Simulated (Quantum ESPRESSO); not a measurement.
## Relaxation of cell and atoms of MgB2

The run: relaxation of cell and atoms of MgB2 (P-1, 3 atoms in the cell). Method and program: Kohn-Sham DFT of a periodic cell, PW91, JTH 2.0 PBE, no spin polarisation (Quantum ESPRESSO 7.5).

The structure derives from an entry of the Crystallography Open Database.

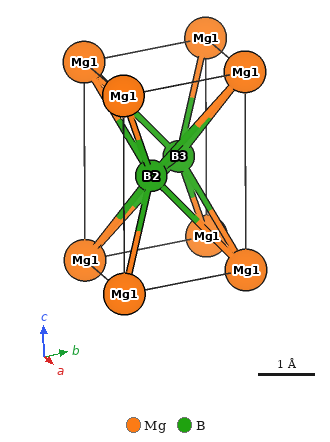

Figure 1. The input geometry (ball-and-stick view of the cell of the calculation, seen slightly off an axis; atoms are numbered from 1 in the order of the input). An atom can appear more than once, as a periodic image. Near neighbours in the periodic cell (some may lie outside the picture): Mg has 12 B at 2.49 to 2.56 Å; B has 3 B at 1.73 to 1.78 Å and 6 Mg at 2.49 to 2.56 Å.

### Input file
```
&CONTROL
  calculation = 'vc-relax'
  prefix = 'pwscf'
  outdir = './tmp'
  pseudo_dir = './pseudo'
  tprnfor = .true.
  tstress = .true.
  disk_io = 'low'
  nstep = 40
  forc_conv_thr = 0.0004
  etot_conv_thr = 1d-05
/
&SYSTEM
  ibrav = 0
  nat = 3
  ntyp = 2
  ecutwfc = 36
  ecutrho = 216
  nbnd = 14
  input_dft = 'pw91'
  occupations = 'smearing'
  smearing = 'fd'
  degauss = 0.00367493
/
&ELECTRONS
  conv_thr = 6d-10
  electron_maxstep = 120
  mixing_beta = 0.5
/
&IONS
  ion_dynamics = 'bfgs'
/
&CELL
  cell_dynamics = 'bfgs'
  press = 0
  press_conv_thr = 0.3
/
ATOMIC_SPECIES
Mg    24.3050 Mg.GGA_PBE-JTH.UPF
B     10.8100 B.GGA_PBE-JTH.UPF
CELL_PARAMETERS angstrom
   3.1063590000    0.0017850000   -0.0342410000
  -1.5516340000    2.5936860000    0.0234800000
  -0.0391020000    0.0083860000    3.6032110000
ATOMIC_POSITIONS angstrom
Mg     0.0000000000    0.0000000000    0.0000000000
B      1.5341436668    0.8699449999    1.7866048333
B     -0.0185206668    1.7339120001    1.8058451667
K_POINTS automatic
10 10 8 0 0 0
```

Launched with:
```bash
OMP_NUM_THREADS=1 pw.x -in pw.in > pw.out
```

### Output
```
This program is part of the open-source Quantum ESPRESSO suite
     for quantum simulation of materials; please cite
         "P. Giannozzi et al., J. Phys.:Condens. Matter 21 395502 (2009);
         "P. Giannozzi et al., J. Phys.:Condens. Matter 29 465901 (2017);
         "P. Giannozzi et al., J. Chem. Phys. 152 154105 (2020);
          URL
     in publications or presentations arising from this work. More details at

     file Mg.GGA_PBE-JTH.UPF: wavefunction(s)  3P renormalized
     file B.GGA_PBE-JTH.UPF: wavefunction(s)  2S 0S 2P 0P renormalized

     IMPORTANT: XC functional enforced from input :
     Exchange-correlation= PW91
                           (   1   4   2   2   0   0   0)
     Any further DFT definition will be discarded
     Please, verify this is what you really want

     Message from routine setup:
     using ibrav=0 with symmetry is DISCOURAGED, use correct ibrav instead

     G-vector sticks info
     --------------------
     sticks:   dense  smooth     PW     G-vecs:    dense   smooth      PW
     Sum         495     329    121                10515     5685    1243

     Using Slab Decomposition

     bravais-lattice index     =            0
     lattice parameter (alat)  =       5.8705  a.u.
     unit-cell volume          =     195.9522 (a.u.)^3
     number of atoms/cell      =            3
     number of atomic types    =            2
     number of electrons       =        16.00
     number of Kohn-Sham states=           14
     kinetic-energy cutoff     =      36.0000  Ry
     charge density cutoff     =     216.0000  Ry
     scf convergence threshold =      6.0E-10
     mixing beta               =       0.5000
     number of iterations used =            8  plain     mixing
     energy convergence thresh.=      1.0E-05
     force convergence thresh. =      4.0E-04
     press convergence thresh. =      3.0E-01
     Exchange-correlation= PW91
                           (   1   4   2   2   0   0   0)
     nstep                     =           40

     celldm(1)=   5.870525  celldm(2)=   0.000000  celldm(3)=   0.000000
     celldm(4)=   0.000000  celldm(5)=   0.000000  celldm(6)=   0.000000

     crystal axes: (cart. coord. in units of alat)
               a(1) = (   0.999939   0.000575  -0.011022 )
               a(2) = (  -0.499472   0.834909   0.007558 )
               a(3) = (  -0.012587   0.002699   1.159876 )

     reciprocal axes: (cart. coord. in units 2 pi/alat)
               b(1) = (  0.999822  0.598043  0.009458 )
               b(2) = ( -0.000719  1.197330 -0.002794 )
               b(3) = (  0.009506 -0.002119  0.862269 )

     PseudoPot. # 1 for Mg read from file:
     Mg.GGA_PBE-JTH.UPF
     Pseudo is Projector augmented-wave + core cor, Zval = 10.0
     Generated using ATOMPAW code
     Shape of augmentation charge: SINC**2
     Using radial grid of  976 points,  4 beta functions with:
                l(1) =   0
                l(2) =   0
                l(3) =   1
                l(4) =   1
     Q(r) pseudized with 0 coefficients

     PseudoPot. # 2 for B  read from file:
     B.GGA_PBE-JTH.UPF
     Pseudo is Projector augmented-wave + core cor, Zval =  3.0
     Generated using ATOMPAW code
     Shape of augmentation charge: SINC**2
     Using radial grid of  906 points,  4 beta functions with:
                l(1) =   0
                l(2) =   0
                l(3) =   1
                l(4) =   1
     Q(r) pseudized with 0 coefficients

     atomic species   valence    mass     pseudopotential
     Mg               10.00    24.30500     Mg( 1.00)
     B                 3.00    10.81000     B ( 1.00)

      2 Sym. Ops., with inversion, found

   Cartesian axes

     site n.     atom                  positions (alat units)
         1        Mg     tau(   1) = (   0.0000000   0.0000000   0.0000000  )
         2        B      tau(   2) = (   0.4938419   0.2800359   0.5751093  )
         3        B      tau(   3) = (  -0.0059618   0.5581475   0.5813028  )

     number of k points=   404  Fermi-Dirac smearing, width (Ry)=  0.0037

     Number of k-points >= 100: set verbosity='high' to print them.

     Dense  grid:    10515 G-vectors     FFT dimensions: (  27,  27,  32)

     Smooth grid:     5685 G-vectors     FFT dimensions: (  24,  24,  27)

     Check: negative core charge=   -0.000001

     Initial potential from superposition of free atoms

     starting charge      15.9985, renormalised to      16.0000
     Starting wfcs are   24 randomized atomic wfcs

     Self-consistent Calculation

     iteration #  1     ecut=    36.00 Ry     beta= 0.50
     Davidson diagonalization with overlap
     ethr =  1.00E-02,  avg # of iterations =  3.9

     total energy              =    -164.57749991 Ry
     estimated scf accuracy    <       0.37874525 Ry

     iteration #  2     ecut=    36.00 Ry     beta= 0.50
     Davidson diagonalization with overlap
     ethr =  2.37E-03,  avg # of iterations =  2.4

     total energy              =    -164.65119585 Ry
     estimated scf accuracy    <       0.00395230 Ry

     iteration #  3     ecut=    36.00 Ry     beta= 0.50
     Davidson diagonalization with overlap
     c_bands:  1 eigenvalues not converged
     c_bands:  1 eigenvalues not converged
     ethr =  2.47E-05,  avg # of iterations =  5.5

     total energy              =    -164.65146926 Ry
     estimated scf accuracy    <       0.00089669 Ry

     iteration #  4     ecut=    36.00 Ry     beta= 0.50
     Davidson diagonalization with overlap
     ethr =  5.60E-06,  avg # of iterations =  1.4

     total energy              =    -164.65150793 Ry
     estimated scf accuracy    <       0.00001654 Ry

     iteration #  5     ecut=    36.00 Ry     beta= 0.50
     Davidson diagonalization with overlap
     ethr =  1.03E-07,  avg # of iterations =  2.1

     total energy              =    -164.65151278 Ry
     estimated scf accuracy    <       0.00000238 Ry

     iteration #  6     ecut=    36.00 Ry     beta= 0.50
     Davidson diagonalization with overlap
     ethr =  1.49E-08,  avg # of iterations =  2.0

     total energy              =    -164.65151335 Ry
     estimated scf accuracy    <       0.00000026 Ry

     iteration #  7     ecut=    36.00 Ry     beta= 0.50
     Davidson diagonalization with overlap
     ethr =  1.64E-09,  avg # of iterations =  2.0

     total energy              =    -164.65151342 Ry
     estimated scf accuracy    <       0.00000002 Ry

     iteration #  8     ecut=    36.00 Ry     beta= 0.50
     Davidson diagonalization with overlap
     ethr =  9.69E-11,  avg # of iterations =  1.8

     End of self-consistent calculation

     Number of k-points >= 100: set verbosity='high' to print the bands.

     the Fermi energy is     9.8297 ev

!    total energy              =    -164.65151342 Ry
     total all-electron energy =      -164.651513 Ry
     estimated scf accuracy    <          1.7E-10 Ry
     smearing contrib. (-TS)   =      -0.00036723 Ry
     internal energy E=F+TS    =    -164.65114618 Ry

     The total energy is F=E-TS. E is the sum of the following terms:
     one-electron contribution =     -91.04612546 Ry
     hartree contribution      =      27.79979952 Ry
     xc contribution           =     -18.13295212 Ry
     ewald contribution        =     -73.82863350 Ry
     one-center paw contrib.   =      -9.44323462 Ry

     convergence has been achieved in   8 iterations

     Forces acting on atoms (cartesian axes, Ry/au):

     atom    1 type  1   force =     0.00000000    0.00000000    0.00000000
     atom    2 type  2   force =     0.00012472    0.00627565    0.00006529
     atom    3 type  2   force =    -0.00012472   -0.00627565   -0.00006529

     Total force =     0.008877     Total SCF correction =     0.000002

     Computing stress (Cartesian axis) and pressure

          total   stress  (Ry/bohr**3)                   (kbar)     P=        8.35
  -0.00023545  -0.00001577   0.00008873          -34.64       -2.32       13.05
  -0.00001577   0.00070851  -0.00002248           -2.32      104.22       -3.31
   0.00008873  -0.00002248  -0.00030278           13.05       -3.31      -44.54

     BFGS Geometry Optimization
     Energy error            =      3.3E-03 Ry
     Gradient error          =      6.3E-03 Ry/Bohr
     Cell gradient error     =      1.0E+02 kbar

     number of scf cycles    =   1
     number of bfgs steps    =   0

     enthalpy           new  =    -164.6515134180 Ry

     new trust radius        =       0.0496265517 bohr
     new conv_thr            =       0.0000000006 Ry

     new unit-cell volume =    196.74746 a.u.^3 (    29.15497 Ang^3 )
     density =      2.61569 g/cm^3

CELL_PARAMETERS (angstrom)
   3.087997624   0.000610838  -0.027092014
  -1.543471500   2.640225700   0.018402547
  -0.030882183   0.006524819   3.575844825

ATOMIC_POSITIONS (angstrom)
Mg               0.0000000000        0.0000000000        0.0000000000
B                1.5287978670        0.8871245766        1.7760278205
B               -0.0151539264        1.7602367809        1.7911275370

     NEW-OLD atomic charge density approx. for the potential
     New effective cutoffs (rho, wfc):  218.98   36.65

     Check: negative core charge=   -0.000001

     Self-consistent Calculation

     iteration #  1     ecut=    36.00 Ry     beta= 0.50
     Davidson diagonalization with overlap
     c_bands:  1 eigenvalues not converged
     c_bands:  1 eigenvalues not converged
     ethr =  1.00E-06,  avg # of iterations =  7.5

     total energy              =    -164.65365264 Ry
     estimated scf accuracy    <       0.00036934 Ry

     iteration #  2     ecut=    36.00 Ry     beta= 0.50
     Davidson diagonalization with overlap
     ethr =  2.31E-06,  avg # of iterations =  2.1

     total energy              =    -164.65373177 Ry
     estimated scf accuracy    <       0.00002496 Ry

[... 60 further cycles ...]
     iteration #  1     ecut=    36.00 Ry     beta= 0.50
     Davidson diagonalization with overlap
     c_bands:  1 eigenvalues not converged
     c_bands:  1 eigenvalues not converged
     c_bands:  1 eigenvalues not converged
     c_bands:  1 eigenvalues not converged
     c_bands:  1 eigenvalues not converged
     c_bands:  1 eigenvalues not converged
     c_bands:  1 eigenvalues not converged
     c_bands:  1 eigenvalues not converged
     c_bands:  1 eigenvalues not converged
     c_bands:  1 eigenvalues not converged
     c_bands:  1 eigenvalues not converged
     c_bands:  1 eigenvalues not converged
     c_bands:  1 eigenvalues not converged
     c_bands:  1 eigenvalues not converged
     c_bands:  1 eigenvalues not converged
     c_bands:  1 eigenvalues not converged
     c_bands:  1 eigenvalues not converged
     c_bands:  1 eigenvalues not converged
     c_bands:  1 eigenvalues not converged
     c_bands:  1 eigenvalues not converged
     c_bands:  1 eigenvalues not converged
     c_bands:  1 eigenvalues not converged
     c_bands:  1 eigenvalues not converged
     ethr =  1.00E-06,  avg # of iterations = 13.7

     total energy              =    -164.59764747 Ry
     estimated scf accuracy    <       0.33122361 Ry

     iteration #  2     ecut=    36.00 Ry     beta= 0.50
     Davidson diagonalization with overlap
     ethr =  2.07E-03,  avg # of iterations =  2.1

     total energy              =    -164.65393066 Ry
     estimated scf accuracy    <       0.00343463 Ry

     iteration #  3     ecut=    36.00 Ry     beta= 0.50
     Davidson diagonalization with overlap
     ethr =  2.15E-05,  avg # of iterations =  4.6

     total energy              =    -164.65428127 Ry
     estimated scf accuracy    <       0.00078275 Ry

     iteration #  4     ecut=    36.00 Ry     beta= 0.50
     Davidson diagonalization with overlap
     ethr =  4.89E-06,  avg # of iterations =  1.5

     total energy              =    -164.65431951 Ry
     estimated scf accuracy    <       0.00002380 Ry

     iteration #  5     ecut=    36.00 Ry     beta= 0.50
     Davidson diagonalization with overlap
     ethr =  1.49E-07,  avg # of iterations =  2.2

     total energy              =    -164.65432690 Ry
     estimated scf accuracy    <       0.00000584 Ry

     iteration #  6     ecut=    36.00 Ry     beta= 0.50
     Davidson diagonalization with overlap
     ethr =  3.65E-08,  avg # of iterations =  2.0

     total energy              =    -164.65432836 Ry
     estimated scf accuracy    <       0.00000024 Ry

     iteration #  7     ecut=    36.00 Ry     beta= 0.50
     Davidson diagonalization with overlap
     ethr =  1.51E-09,  avg # of iterations =  2.0

     total energy              =    -164.65432842 Ry
     estimated scf accuracy    <          8.7E-09 Ry

     iteration #  8     ecut=    36.00 Ry     beta= 0.50
     Davidson diagonalization with overlap
     ethr =  5.44E-11,  avg # of iterations =  1.8

     total energy              =    -164.65432842 Ry
     estimated scf accuracy    <          1.6E-09 Ry

     iteration #  9     ecut=    36.00 Ry     beta= 0.50
     Davidson diagonalization with overlap
     ethr =  1.00E-11,  avg # of iterations =  1.6

     total energy              =    -164.65432842 Ry
     estimated scf accuracy    <          2.0E-11 Ry

     iteration # 10     ecut=    36.00 Ry     beta= 0.50
     Davidson diagonalization with overlap
     ethr =  1.23E-13,  avg # of iterations =  2.8

     End of self-consistent calculation

     Number of k-points >= 100: set verbosity='high' to print the bands.

     the Fermi energy is     9.8659 ev

!    total energy              =    -164.65432842 Ry
     total all-electron energy =      -164.654328 Ry
     estimated scf accuracy    <          2.1E-12 Ry
     smearing contrib. (-TS)   =      -0.00045286 Ry
     internal energy E=F+TS    =    -164.65387556 Ry

     The total energy is F=E-TS. E is the sum of the following terms:
     one-electron contribution =     -90.91174870 Ry
     hartree contribution      =      27.76867674 Ry
     xc contribution           =     -18.12848079 Ry
     ewald contribution        =     -73.94444954 Ry
     one-center paw contrib.   =      -9.43787326 Ry

     convergence has been achieved in  10 iterations

     Forces acting on atoms (cartesian axes, Ry/au):

     atom    1 type  1   force =     0.00000000    0.00000000    0.00000000
     atom    2 type  2   force =    -0.00000130   -0.00005932   -0.00000020
     atom    3 type  2   force =     0.00000130    0.00005932    0.00000020

     Total force =     0.000084     Total SCF correction =     0.000000

     Computing stress (Cartesian axis) and pressure

          total   stress  (Ry/bohr**3)                   (kbar)     P=       -0.19
  -0.00000290  -0.00000016   0.00000265           -0.43       -0.02        0.39
  -0.00000016   0.00000803  -0.00000055           -0.02        1.18       -0.08
   0.00000265  -0.00000055  -0.00000890            0.39       -0.08       -1.31

=------------------------------------------------------------------------------=
   JOB DONE.
=------------------------------------------------------------------------------=
```

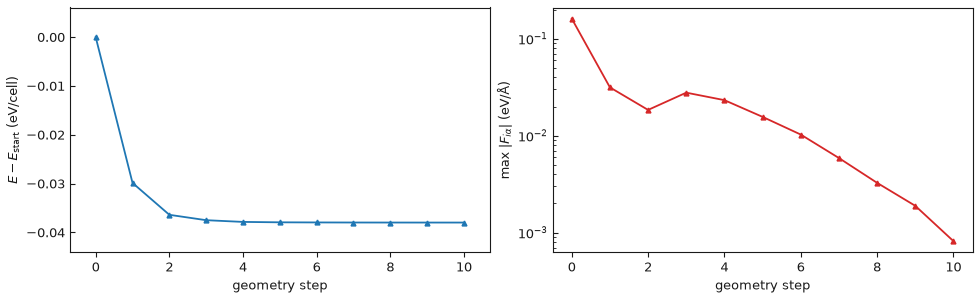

Figure 2. Progress of the relaxation, step by step (steps are counted from 0).

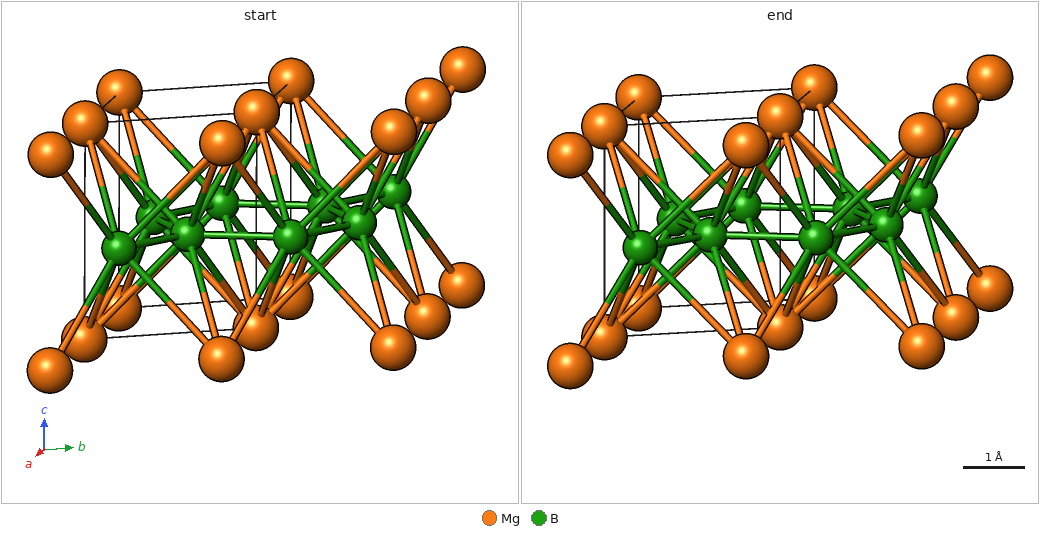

Figure 3. Before (left) and after (right) the relaxation, at one scale (ball-and-stick view of the cell of the calculation, repeated 2 × 2 × 1, seen slightly off an axis). No atom moves by more than 0.005 Å relative to the cell. Cell: a 3.107 → 3.079 Å (−0.9 %), b 3.022 → 3.078 Å (+1.8 %), c 3.603 → 3.526 Å (−2.1 %), α 89.1° → 90.0°, β 91.3° → 90.0°, γ 120.9° → 120.0°. Volume −0.4 %. Among the contacts that change: Mg1–B2 2.558 → 2.504 Å, B2–B3 1.730 → 1.778 Å. The space group (tolerance 0.01 Å) goes from P-1 (No. 2) to P6/mmm (No. 191). Over 10 geometry steps the energy falls by 38.0 meV per cell of the calculation. The largest force component goes from 0.16 to 0.00082 eV/Å. (Atoms are counted from 1 in the order of the input.)

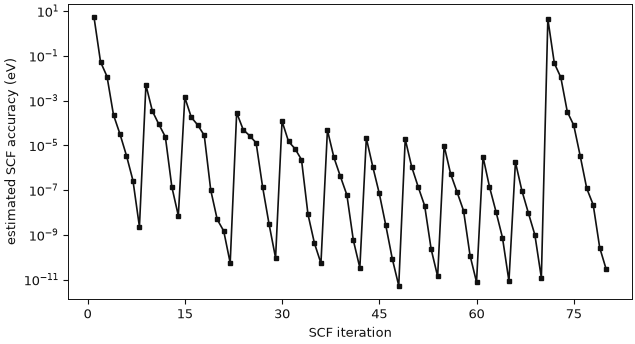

Figure 4. Convergence of the self-consistent field: estimated SCF accuracy against the iteration. The field takes 80 iterations in all.

### Key numbers

| quantity | value |
| --- | --- |
| outcome | converged |
| space group (tolerance 0.01 Å) | P-1 (2) → P6/mmm (191) |
| electrons treated | 16 |
| free energy | −2240.2363 eV |
| Fermi energy | 9.866 eV |
| gap on the k-point mesh | none (metallic) |
| pressure | −0.02 GPa |
| final volume | 28.93 Å³ |
| largest force (length of the vector) at the end | 0.002 eV/Å |
| final cell | a = 3.079 Å, b = 3.078 Å, c = 3.526 Å, α = 89.98°, β = 90.03°, γ = 120.01° |
| hardware | 1 thread of AMD EPYC (Zen 3), 24 GiB of memory available, shared host |
| wall time | 6.5 min |
| peak memory | 0.1 GiB |

### Remarks

Further notes kept with the run: potentials made for another functional. Points of doubt noted for this run: potentials made for another functional.
